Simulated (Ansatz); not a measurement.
## Geometry relaxation of Ge (part 2 of 2)

The same run, continued: Ge (Cmmm, 1 atom in the cell); DFT r2SCAN, scalar-relativistic, plane waves, PAW, no spin polarisation (Ansatz 0.2.0); cutoff 500 eV, 16×16×16 k-mesh, Gaussian smearing of 0.1 eV. The structure derives from a Materials Project entry.

Geometry of the input (Å; fractional positions):
```
1.3971  -2.6005  0.0000
1.3971  2.6005  0.0000
0.0000  0.0000  2.6982
Ge 0.5000  0.5000  0.0000
```

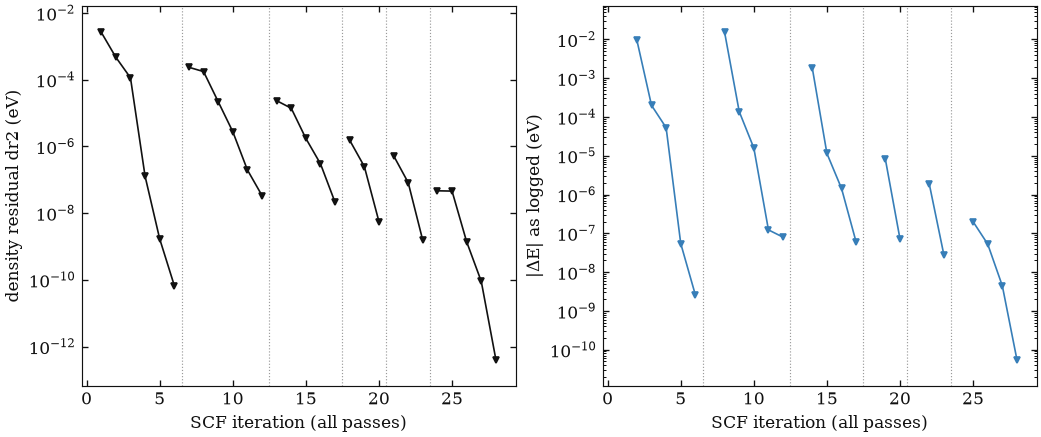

Convergence of the self-consistent field: density residual dr2 and size of the energy change against the SCF iteration. The dotted lines part the SCF passes of the relaxation: geometry steps, rejected trials and re-solves on a re-selected basis. The 6 passes take 3 to 6 iterations each, 28 in all.

```
basis re-selected at this cell: Δ(F+E_penalty+E_count) = +2.760e-4 eV, ΔP = -0.011 GPa vs the last step (what re-selecting the basis moved, of the pressure what is left beyond the Pulay correction that the steps carried, after the strain that the cell walked since its last selection, with what the two solves' SCF thresholds leave and, on support functions, any second-order correction that the steps lacked; it is no measure of the basis error at this ecutwfc). This SCF's stress stands 1.54e-2 GPa from its target on what of the cell is left free (relax.cell.stress_tol is 5.00e-2 GPa) and its largest allowed force component is 0.00e0 eV/Å (relax.f_tol is 5.00e-3 eV/Å): within both
SCF converged after 5 iterations
Free energy (F): -4302.517599 eV
Harris-Foulkes:  -4302.517599 eV  (|F-HF|=1.82e-12)
Internal energy: -4302.516066 eV  (E = F + TS)
E sigma→0 (E₀):  -4302.516833 eV
Entropy (-TS):   -0.001533 eV (-1.533 meV/atom)
Fermi energy:    10.992887 eV
--- Per-component energies (eV) ---
  E_band       = -122.293385
  E_kinetic    = 110.400762
  E_local      = -2152.645763  (includes V_loc(G=0)·N_el)
  E_nonlocal   = 417.691552
  E_hartree    = 943.724040
  E_xc         = -69.095910
  E_vxc        = -68.056752  (∫ρ·V_xc dr)
  E_paw        = -2031.686298  (= ΣΔE_a)
  E_vpaw       = -321.043573  (= ΣTr[D̂ρ^β])
  E_aug_tail   = 0.000015  (compensation charges beyond the density's cutoff)
  E_vtau       = 3.912308  (kinetic-family band-sum trace: ∫τ·v_τ [+ j·A + Jᵃ·Aᵃ] dr)
  E_ewald      = -1519.818698
  E_core_change = -1.085766  (= ΣΔE_core)
  E_smearing   = -0.001533  (= −TS)
  E_closure    = 0.000000  (closes the sum)
  Σ components = -4302.517599   (vs F -4302.517599, Δ=0.00e0)
--- Forces (eV/Å), atoms counted from 1 ---
  atom   1  Ge    -0.00000000     0.00000000     0.00000000
  max |Σ_I F_I| component: 2.52e-29 eV/Å
--- Stress (GPa, compression-positive) ---
       -0.015399      -0.000000       0.000000
       -0.000000      -0.014091      -0.000000
        0.000000      -0.000000      -0.004611
  P = ⅓ Tr σ = -0.0114 GPa (-0.114 kbar)
--- Band table (eV; the first three rows and the last of 657) ---
  k-point 0: bands = ["-14.5273", "-14.4390", "-14.3884", "-14.2563", "-14.2394", "-2.9421", "18.4039", "18.8928", "20.2491", "21.7654", "24.6419"]
  k-point 1: bands = ["-14.5180", "-14.4384", "-14.3880", "-14.2596", "-14.2426", "-2.8571", "17.0442", "18.9773", "20.3340", "23.0105", "24.8053"]
  k-point 2: bands = ["-14.4915", "-14.4367", "-14.3867", "-14.2691", "-14.2518", "-2.6024", "14.8160", "19.2276", "20.5855", "24.3686", "25.5810"]
  k-point 656: bands = ["-14.4579", "-14.4245", "-14.3383", "-14.2723", "-14.1740", "6.5591", "8.2393", "8.4125", "14.6300", "19.6692", "25.2103"]
--- Relaxed structure (5 steps of the walk, 5 accepted, 1 SCFs on fresh bases) ---
  F+E_penalty+E_count = -4302.51759926 eV   max|allowed force component| = 0.000e0 eV/Å   (the final SCF, on the basis selected at the relaxed cell)
  cell:  # Å, volume = 18.7190 Å³
    - [1.3867709384007396, -2.550488706600399, 0.0]
    - [1.3867709384007396, 2.550488706600399, 0.0]
    - [0.0, 0.0, 2.6462165271692495]
  atoms:
    - { symbol: Ge, position: [0.49999999999999994, 0.49999999999999994, 0.0] }
```

**Trajectory as extended XYZ (Å, eV, eV/Å), 6 frames, from step=1 to step=6**
```
1
Lattice="1.3971 -2.6005 0.0000 1.3971 2.6005 0.0000 0.0000 0.0000 2.6982" Properties=species:S:1:pos:R:3:forces:R:3 step=1 energy=-4302.50774 pressure_GPa=-3.19
Ge    1.3971    0.0000    0.0000    0.0000   0.0000   0.0000
1
Lattice="1.3770 -2.5262 0.0000 1.3770 2.5262 0.0000 0.0000 0.0000 2.6428" Properties=species:S:1:pos:R:3:forces:R:3 step=2 energy=-4302.51630 pressure_GPa=1.40
Ge    1.3770    0.0000    0.0000    0.0000   0.0000   0.0000
1
Lattice="1.3854 -2.5506 0.0000 1.3854 2.5506 0.0000 0.0000 0.0000 2.6521" Properties=species:S:1:pos:R:3:forces:R:3 step=3 energy=-4302.51781 pressure_GPa=-0.10
Ge    1.3854    0.0000    0.0000    0.0000   0.0000   0.0000
1
Lattice="1.3863 -2.5502 0.0000 1.3863 2.5502 0.0000 0.0000 0.0000 2.6483" Properties=species:S:1:pos:R:3:forces:R:3 step=4 energy=-4302.51787 pressure_GPa=-0.03
Ge    1.3863    0.0000    0.0000    0.0000   0.0000   0.0000
1
Lattice="1.3868 -2.5505 0.0000 1.3868 2.5505 0.0000 0.0000 0.0000 2.6462" Properties=species:S:1:pos:R:3:forces:R:3 step=5 energy=-4302.51787 pressure_GPa=0.00
Ge    1.3868    0.0000    0.0000    0.0000   0.0000   0.0000
1
Lattice="1.3868 -2.5505 0.0000 1.3868 2.5505 0.0000 0.0000 0.0000 2.6462" Properties=species:S:1:pos:R:3:forces:R:3 step=6 energy=-4302.51760 pressure_GPa=-0.01
Ge    1.3868    0.0000    0.0000    0.0000   0.0000   0.0000
```

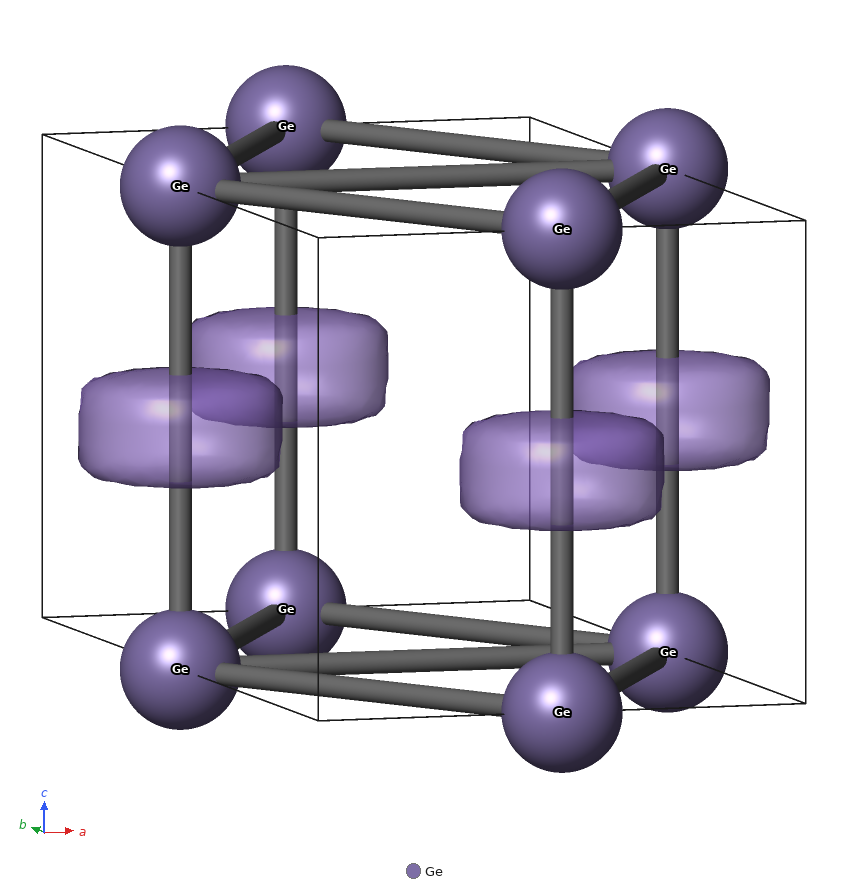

Isosurface of the electron localisation function at 0.55 (purple), seen slightly off an axis. Only the valence region is drawn (cores and ρ < 0.01 e/Å³ removed). Sticks mark near contacts. The outline is the cell set on symmetry axes. Profiles from the grid: Ge–Ge (2.65 Å): the ELF peaks at about 0.70 between the atoms. Ge–Ge (2.77 Å): the ELF is about 0.50 at the midpoint (metallic bonding. In a PAW calculation such maps are meaningful between the atoms, not at the nuclei.

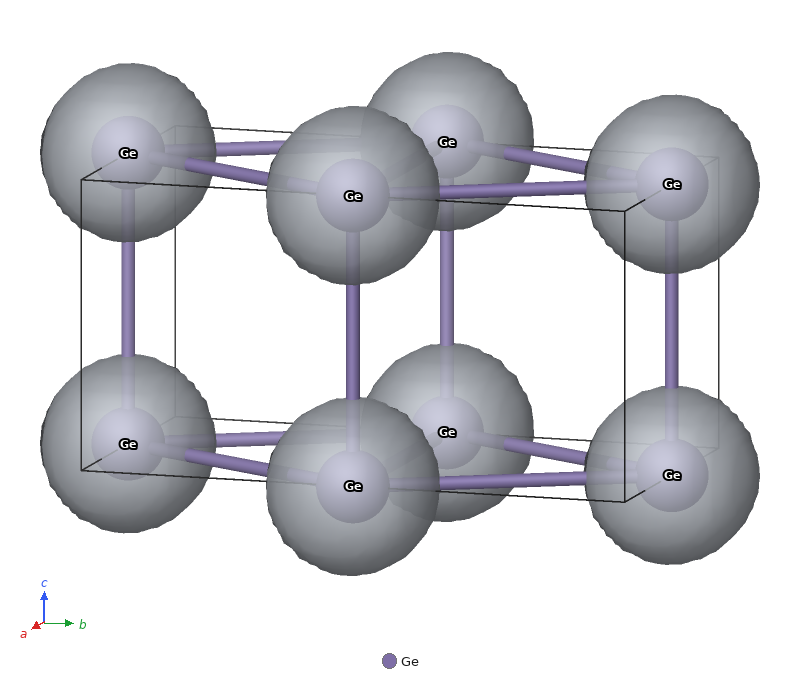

Isosurface of the valence electron density at 0.8 e/Å³ (grey), seen slightly off an axis. Sticks mark near contacts. The outline is the cell set on symmetry axes. At this value the density breaks into separate islands; it holds about 70 % of the electrons treated as valence (semicore included). It is pinched off along the Ge–Ge (2.65 Å), Ge–Ge (2.77 Å) and Ge–Ge (2.90 Å) contacts. On the grid the lowest density along these lines, outside the cores, is 0.36 e/Å³ (Ge–Ge, 2.65 Å), 0.28 e/Å³ (Ge–Ge, 2.77 Å) and 0.18 e/Å³ (Ge–Ge, 2.90 Å).

**Key numbers**

```tsv
quantity	value
outcome	converged
space group (tolerance 0.01 Å)	Cmmm (65)
electrons treated	14
free energy	−4302.5176 eV
Fermi energy	10.993 eV
gap on the k-point mesh	none (metallic)
pressure	−0.01 GPa
final volume	18.72 Å³
largest force (length of the vector) at the end	under 0.001 eV/Å
final cell	a = 2.903 Å, b = 2.903 Å, c = 2.646 Å, α = 90.00°, β = 90.00°, γ = 122.93°
hardware	2 threads of Intel Xeon (Sapphire Rapids), 32 GiB of memory available, shared host
wall time	35 s (CPU time 68 s)
peak memory	0.6 GiB
```
